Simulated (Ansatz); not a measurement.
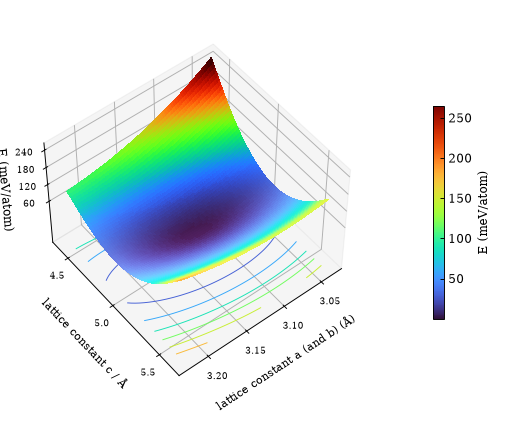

Energy landscape of AlN (P6_3mc, No. 186; 4 atoms in the cell). 
- The energy is mapped over the lattice constants a and c of the conventional cell.
- First axis: lattice constant a (and b). Second axis: lattice constant c.
- Relaxed at each point: the atoms inside the fixed cell.
- The scan uses a 7 × 7 grid.
- Points are written as (first, second).
- Energies: meV/atom, counted from the lowest grid point.
- Method: Ansatz, DFT PBE, scalar-relativistic, plane waves, PAW. Settings: cutoff 520 eV, k-mesh 9×9×6 in the order of the run's cell vectors, gaussian smearing 0.05 eV, no spin polarisation.

The picture shows a relief with its contours projected below, any walls above the top of the colour scale cut off. Between grid points the surface is interpolated. 

**What does the map say about the system?**

The lowest grid point is at (3.130 Å, 5.017 Å). No other kind of well shows on this grid. The highest grid point, (3.036 Å, 4.415 Å), lies 265 meV/atom above the lowest. Round the minimum the valley is somewhat tilted: raising lattice constant a (and b) shifts the best value of lattice constant c downwards (coupling k₁₂/√(k₁₁k₂₂) about 0.3). The gap on the k-mesh is 4.0 eV at the lowest point and runs from 2.5 to 4.9 eV over the map.

The input of one point:

```yaml
crystal:
  lattice:
    - [3.1298889828, 0.0, 0.0]
    - [-1.5649444914, 2.7105633702, 0.0]
    - [0.0, 0.0, 5.0169562961]
  atoms:
    - { symbol: Al, position: [0.3333333333, 0.6666666667, 0.0017290859] }
    - { symbol: Al, position: [0.6666666667, 0.3333333333, 0.5017290859] }
    - { symbol: "N", position: [0.3333333333, 0.6666666667, 0.3832709141] }
    - { symbol: "N", position: [0.6666666667, 0.3333333333, 0.8832709141] }
basis:
  ecutwfc: 520.0
kpoints:
  mp_grid: { grid: [9, 9, 6] }
hamiltonian:
  xc: pbe
  pseudopotentials: { kind: paw, azcp: { folder: soft_1 } }
scf:
  occupations: { method: gaussian, width: 0.05 }
output:
  forces: true
  stress: true
  eigenvalues: true
relax:
  adjacent_minimum: "off"
  f_tol: 0.01
  max_steps: 30
```

Each point was launched as `ansatz run input.yaml --threads 1 --pin off --max-ram 2048MiB --backend cpu --events-out ev --progress --plain --runs-dir out`. The whole map (49 points run) took 21 min on 1 thread of Arm Neoverse N1, on a shared host.
